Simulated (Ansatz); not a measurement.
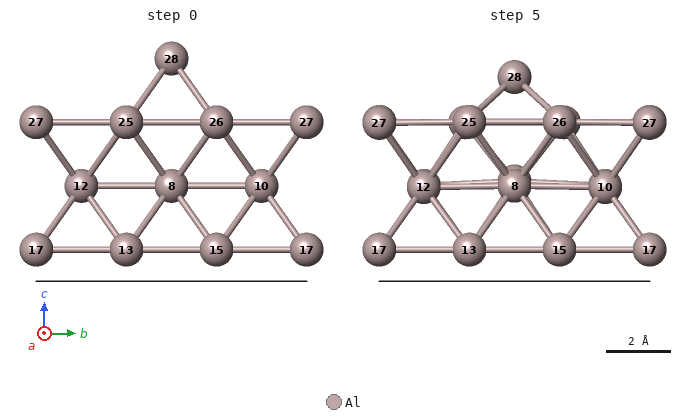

The structure of a slab of composition Al (cut from the Fm-3m phase) before (left) and after (right) a constrained relaxation, at one scale.

Style: ball-and-stick. Shown: the cell of the calculation, outlined in the plane, without the vacuum (origin shifted), along the a axis.

Case: island of 1 atoms. 9 atoms are held fixed.

Level of theory: DFT PBEsol, scalar-relativistic, plane waves, PAW in Ansatz. (plane-wave cutoff 420 eV; k-point mesh 4 × 4 × 1; occupations gaussian; smearing width 0.1 eV; no spin polarisation; dipole correction; atoms relaxed in a fixed cell; force threshold 0.02 eV/Å; at most 45 steps)

Describe what moved and what it gained.

Answer. An Al atom moves most: 0.58 Å along the normal (−c). The lattice vectors keep their values. Near-neighbour distances that change, for instance: Al–Al 2.839 → 3.104 Å, Al–Al 2.839 → 2.619 Å, Al–Al 2.839 → 2.710 Å, Al–Al 2.839 → 2.943 Å. Among the angles between lasting bonds that change: Al–Al–Al 90.0° → 113.9°, Al–Al–Al 60.0° → 72.7°. The energy falls by 0.248 eV per cell of the calculation in 4 accepted moves (5 points after the start). Largest force component: 0.46 eV/Å at the start, 0.016 eV/Å at the end. The line search rejected the trial step at point 4 of the run.
